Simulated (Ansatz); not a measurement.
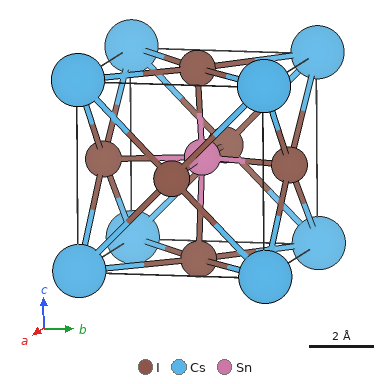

Drawn in the ball-and-stick manner and seen slightly off an axis. One simulation cell is framed, with atoms on its boundary repeated.

```xyz
5
Lattice="4.2923 2.4781 3.6324 -4.2923 2.4781 3.6324 0.0000 -4.9563 3.6324" Properties=species:S:1:pos:R:3 pbc="T T T"
I    -2.1110    1.2188    7.3105
I     0.0000   -2.4375    7.3105
I     2.1110    1.2188    7.3105
Cs    0.0000    0.0000    0.1090
Sn    0.0000    0.0000    5.8782
```

Electronic-structure method: Ansatz 0.2.0, DFT, PAW plane waves, PBEsol. Parameters: 420 eV cutoff, a 4×4×4 mesh of k-points, Fermi-Dirac smearing of 0.1 eV, no spin polarisation.

Question: What does a Bader analysis give?

Answer: Cs +0.86 e; Sn +0.83 e; I -0.56 e.

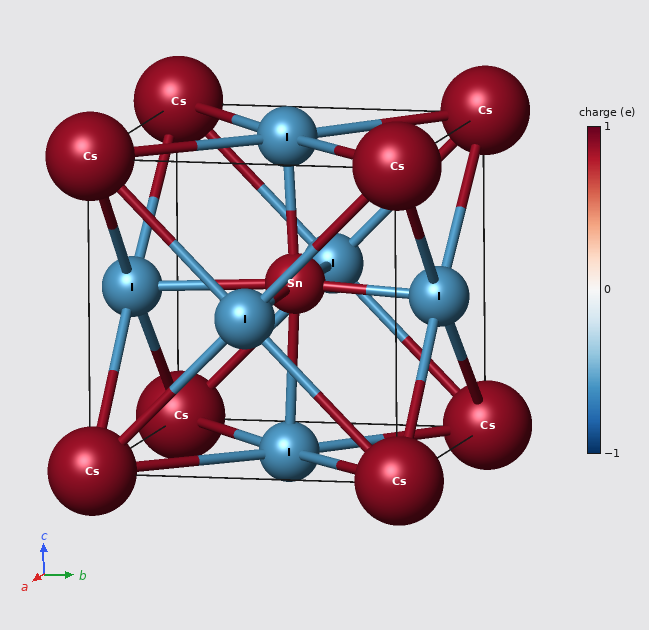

The atoms coloured by those charges.

Shown is a generated cell, made by putting these elements into a known structure type (the compound may or may not exist in this form), as it stood before any relaxation. It went into a calculation with Ansatz.

At this level of theory the cell isn't at rest (forces up to 0.9 eV/Å), so its distances can differ from those at equilibrium, the more so the softer the solid.
